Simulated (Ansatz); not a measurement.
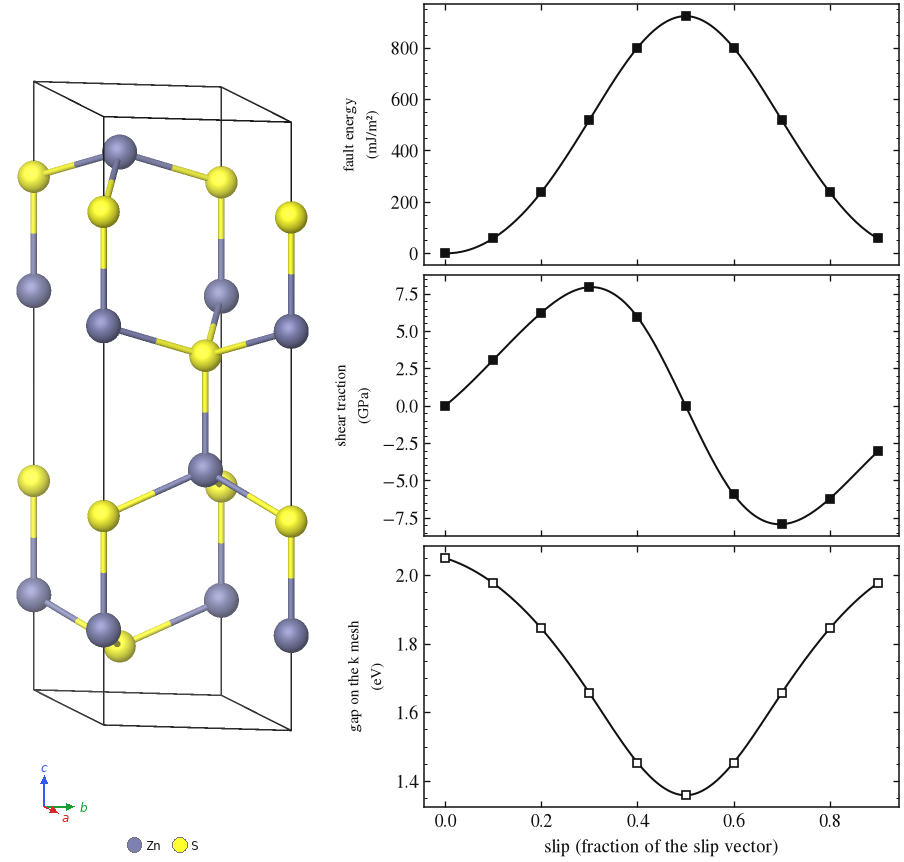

Figure. Fault energy, shear traction and gap on the k mesh against slip for ZnS, space group P6_3mc (No. 186). The cell is drawn beside the plot.

The points at slip 0.6, 0.7, 0.8 and 0.9 follow from computed ones by symmetry.

The highest fault energy among the points, the barrier to rigid slip along this vector, is 922 mJ/m² at slip 0.5; no local minimum, hence no metastable fault, shows among the points. The shear traction goes from 0.00 GPa at slip 0.0 to −3.06 GPa at 0.9, not monotonically, with a high of 7.93 GPa at 0.3 and a low of −7.93 GPa at 0.7. The gap on the k mesh stays open and runs from 2.049 eV at slip 0.0 to 1.976 eV at 0.9, with its least value, 1.358 eV, at 0.5. The spacing at cut is 2.36 Å.

Method: rigid slide of a crystal across a plane by tilting cell vector c, one fault a cell, unrelaxed, by plane-wave density functional theory with PAW datasets, free energies less that of the undisturbed cell; scalar-relativistic (Ansatz 0.2.0). Level: PBE, no spin polarisation.

```tsv
setting	value
wave cutoff	420 eV
k mesh	8×8×2
occupations	Gaussian
smearing width	0.05 eV
k shift	(0, 0, 0) (mesh steps)
start	relaxed
height of the cut	0 (fraction of cell vector c)
slip vector	(1, 0) (multiples of cell vectors a and b)
```

The given structure:
```yaml
crystal:
  lattice:
    - [-3.84672, 0.00000, 0.00000]
    - [-1.92336, -3.33136, 0.00000]
    - [0.00000, 0.00000, 12.59023]
  atoms:
    - { symbol: Zn, position: [0.00000, 0.00000, 0.65625] }
    - { symbol: Zn, position: [0.00000, 0.00000, 0.15625] }
    - { symbol: Zn, position: [0.33333, 0.33333, 0.90622] }
    - { symbol: Zn, position: [0.66667, 0.66667, 0.40622] }
    - { symbol: S, position: [0.00000, 0.00000, 0.84349] }
    - { symbol: S, position: [0.00000, 0.00000, 0.34349] }
    - { symbol: S, position: [0.33333, 0.33333, 0.09384] }
    - { symbol: S, position: [0.66667, 0.66667, 0.59384] }
```
